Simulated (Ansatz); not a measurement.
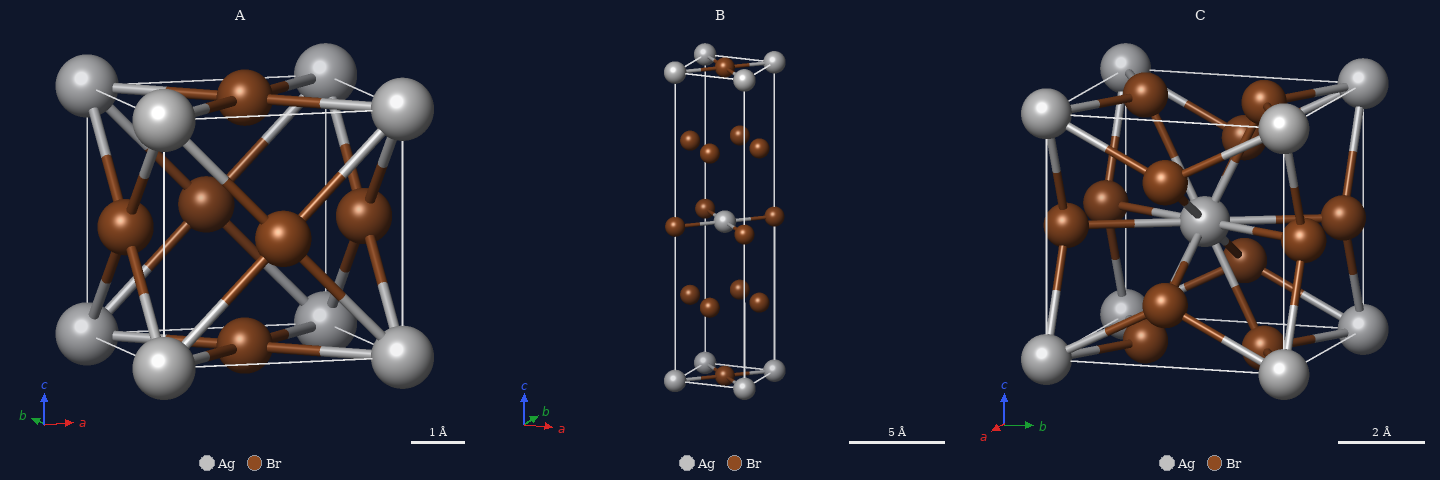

Three structures of AgBr₃, each relaxed to rest (conventional cells in solid outline, small ones repeated, each panel with its own scale). Method: Ansatz, DFT PBE, scalar-relativistic, plane waves, PAW, without spin polarisation.

> Give the type and space group of each panel.

A: Cu₃Au (L1₂) type, Pm-3m; B: 8 atoms a cell on a body-centred tetragonal lattice, I4/mmm; C: Cr₃Si (A15) type, Pm-3n.

> Rank them by energy, lowest first.

B, then C (+211 meV/atom) and A (+423 meV/atom), energies at zero smearing.

> Collect the results in a table.

| panel | structure | E − E(lowest) (meV/atom) | volume (Å³/atom) | gap (eV) |
| --- | --- | --- | --- | --- |
| B | I4/mmm | 0 | 33.9 | metal |
| C | Pm-3n | 211 | 25.3 | metal |
| A | Pm-3m | 423 | 26.5 | metal |

Some of these may be structure types tried for this composition rather than known phases, and the most stable form need not be among them. Gaps are taken on the k-mesh or band path of each run.
